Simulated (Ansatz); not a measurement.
**A series of single points on BN**

System: BN (4 atoms in the cell).
Method: Kohn-Sham DFT of a periodic cell, PBE, Ansatz PAW polarizable, no spin polarisation (Ansatz 0.2.0).

The 5 runs differ only in the geometry, by an even scaling of the cell at fixed fractional positions. The structure derives from an entry of the Crystallography Open Database.

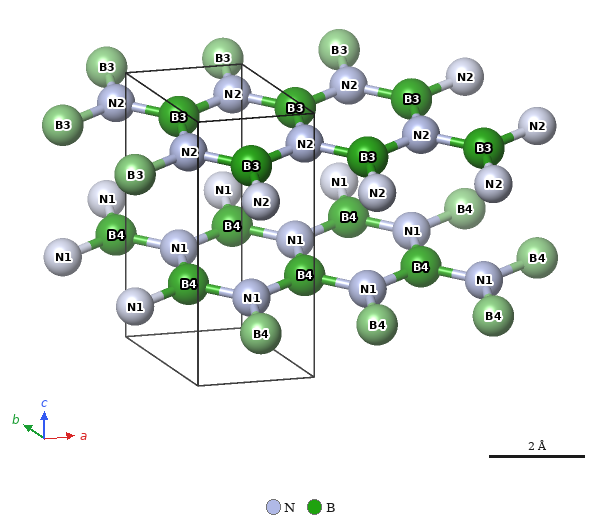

Figure 1. The structure of run 3 (ball-and-stick view of the cell of the calculation, repeated 3 × 2 × 1, seen at an oblique angle; neighbours outside the cell are drawn fainter; atoms are numbered from 1 in the order of the input).

## Input of run 3
```yaml
crystal:
  lattice:
    - [2.4814727834, 0.0, 0.0]
    - [-1.2407363917, 2.1490184693, 0.0]
    - [0.0, 0.0, 6.5911637588]
  atoms:
    - { symbol: "N", position: [0.6666666667, 0.3333333333, 0.25] }
    - { symbol: "N", position: [0.3333333333, 0.6666666667, 0.75] }
    - { symbol: B, position: [0.6666666667, 0.3333333333, 0.75] }
    - { symbol: B, position: [0.3333333333, 0.6666666667, 0.25] }
hamiltonian:
  xc: pbe
  pseudopotentials: { kind: paw, partial_waves: polarizable }
kpoints:
  mp_grid: { grid: [12, 12, 4] }
scf:
  occupations: { method: fermi_dirac, width: 0.05 }
output:
  forces: true
  stress: true
  eigenvalues: true
```

Command:
```bash
ansatz run input.yaml --threads 2 --pin off --max-ram 5120MiB --backend cpu --events-out ev --progress --plain --runs-dir out
```

Run 4 differs from it as follows:
```diff
-    - [2.4814727834, 0.0, 0.0]
-    - [-1.2407363917, 2.1490184693, 0.0]
-    - [0.0, 0.0, 6.5911637588]
+    - [2.49824, 0.0, 0.0]
+    - [-1.24912, 2.1635393048, 0.0]
+    - [0.0, 0.0, 6.6357]
```

## Results, with one run withheld

| run | volume per atom (Å³) | free energy per atom, from the lowest run given (meV) | pressure (GPa) | gap on the mesh (eV) |
| --- | --- | --- | --- | --- |
| 1 | 8.429 | 45.77 | 22.60 | 4.36 |
| 2 | 8.608 | 24.11 | 16.22 | 4.34 |
| 3 | 8.787 | 9.24 | 10.40 | 4.32 |
| 4 | 8.967 | ? | ? | ? |
| 5 | 9.325 | 0.00 | −4.23 | 4.25 |

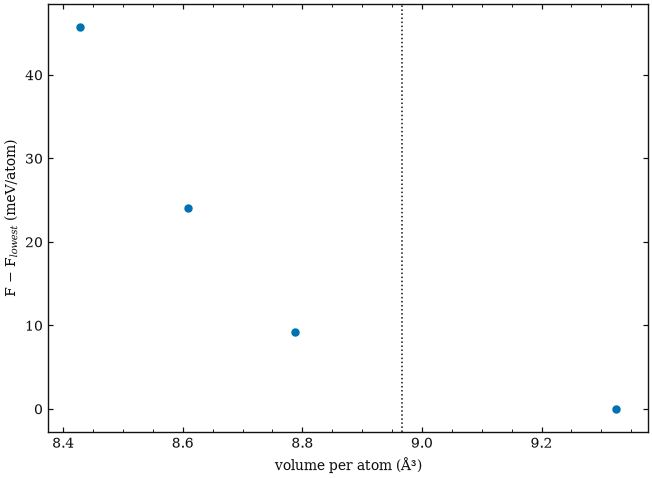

Figure 2. Free energy per atom of the runs given; the dotted line marks run 4.

Fit the runs given and predict run 4.

A quadratic polynomial in V^(−2/3) (the Birch–Murnaghan form), fitted to the 4 runs given, misses them by at most 0.03 meV per atom. With x = V^(−2/3) − 0.23502 Å⁻², it reads F = 9.9244 + 3737.8 x + 2.8711e+05 x² (meV per atom). At run 4 it gives 0.66 meV per atom, and the run itself gives 0.64. The slope of the fit gives a pressure −dF/dV of 5.03 GPa there, and the run prints 5.07 GPa. The fit has its minimum at 9.155 Å³ per atom, where V d²F/dV² gives 233 GPa. Cell shape and fractional positions are held, so this is the stiffness under even scaling; the relaxed bulk modulus wasn't computed and can be far lower in a crystal of layers, chains or molecules like this one. The gap on the mesh goes, without turning, from 4.36 eV in run 1 to 4.25 eV in run 5; run 4 has 4.29 eV. These are gaps of this functional on this mesh, which can miss the band edges; they aren't the measured gap.

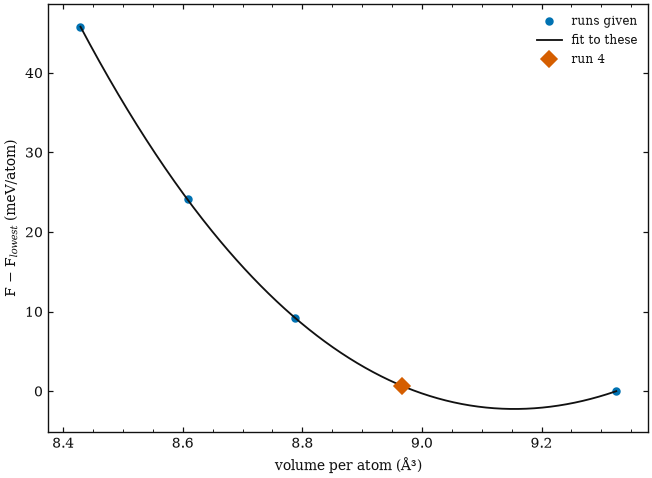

Figure 3. The fit and the withheld run.

## Output, shortened to warnings, some set-up lines, iterations and results (run 4)
```
Basis set: ecut = 420 eV, 689 PW (Γ), exchange–correlation on 36×36×90 points (8 copies of the dense FFT grid, shifted against one another)
Symmetry: 24 space group operations
k-points: 57 of 576
Initial density: superposition of atomic densities (neutral atoms: chi_scale 0, normalization atom), corrected by the library's trained network
[...]
SCF iter   1: F=—  HF=-1084.800465 eV  |F-HF|=—  |Δ(HF+E_count)|=         —  Δρ=1.48e-3  dr2=2.10e-4  ethr=1.77e-3  ⟨swp⟩=6.6  Hψ=4225  notcnv=0
SCF iter   2: F=—  HF=-1084.801516 eV  |F-HF|=—  |Δ(HF+E_count)|=   1.05e-3  Δρ=7.44e-4  dr2=4.19e-5  ethr=1.31e-6  ⟨swp⟩=2.2  Hψ=1570  notcnv=0
SCF iter   3: F=—  HF=-1084.801822 eV  |F-HF|=—  |Δ(HF+E_count)|=   3.06e-4  Δρ=3.30e-4  dr2=8.93e-6  ethr=2.62e-7  ⟨swp⟩=2.0  Hψ=1113  notcnv=0
SCF iter   4: F=-1084.801892 eV  HF=-1084.801892 eV  |F-HF|=3.32e-7  |Δ(HF+E_count)|=   6.93e-5  Δρ=2.34e-5  dr2=6.78e-8  ethr=5.58e-8  ⟨swp⟩=2.1  Hψ=1140  notcnv=0
SCF iter   5: F=-1084.801892 eV  HF=-1084.801892 eV  |F-HF|=5.92e-9  |Δ(HF+E_count)|=   3.63e-7  Δρ=4.60e-6  dr2=4.90e-9  ethr=4.24e-10  ⟨swp⟩=2.0  Hψ=1136  notcnv=0
SCF iter   6: F=-1084.801892 eV  HF=-1084.801892 eV  |F-HF|=1.98e-10  |Δ(HF+E_count)|=   8.27e-9  Δρ=6.10e-7  dr2=7.74e-11  ethr=3.06e-11  ⟨swp⟩=1.7  Hψ=2241  notcnv=0
SCF 1 converged in 6 iterations: F = -1084.801892 eV  dr2 = 7.74e-11
SCF converged after 6 iterations
Free energy (F): -1084.801892 eV
Harris-Foulkes:  -1084.801892 eV  (|F-HF|=1.98e-10)
Internal energy: -1084.801892 eV  (E = F + TS)
E sigma→0 (E₀):  -1084.801892 eV
Fermi energy:    6.982886 eV
--- Per-component energies (eV) ---
  E_band       = -37.450328
  E_kinetic    = 367.634041
  E_local      = -693.889494  (includes V_loc(G=0)·N_el)
  E_nonlocal   = 115.817531
  E_hartree    = 223.929134
  E_xc         = -184.631208
  E_vxc        = -229.080180  (∫ρ·V_xc dr)
  E_paw        = -413.730885  (= ΣΔE_a)
  E_vpaw       = -45.790808  (= ΣTr[D̂ρ^β])
  E_aug_tail   = 0.000198  (compensation charges beyond the density's cutoff)
  E_ewald      = -499.931209
  E_smearing   = -0.000000  (= −TS)
  E_closure    = 0.000000  (closes the sum)
  Σ components = -1084.801892   (vs F -1084.801892, Δ=0.00e0)
--- Forces (eV/Å), atoms counted from 1 ---
  atom   1  N      0.00000000     0.00000000     0.00000000
  atom   2  N      0.00000000    -0.00000000    -0.00000000
  atom   3  B      0.00000000     0.00000000     0.00000000
  atom   4  B      0.00000000    -0.00000000    -0.00000000
  max |Σ_I F_I| component: 9.25e-18 eV/Å
--- Stress (GPa, compression-positive) ---
        6.118585       0.000000       0.000000
       -0.000000       6.118585       0.000000
        0.000000       0.000000       2.984721
  P = ⅓ Tr σ = 5.0740 GPa (50.740 kbar)
```
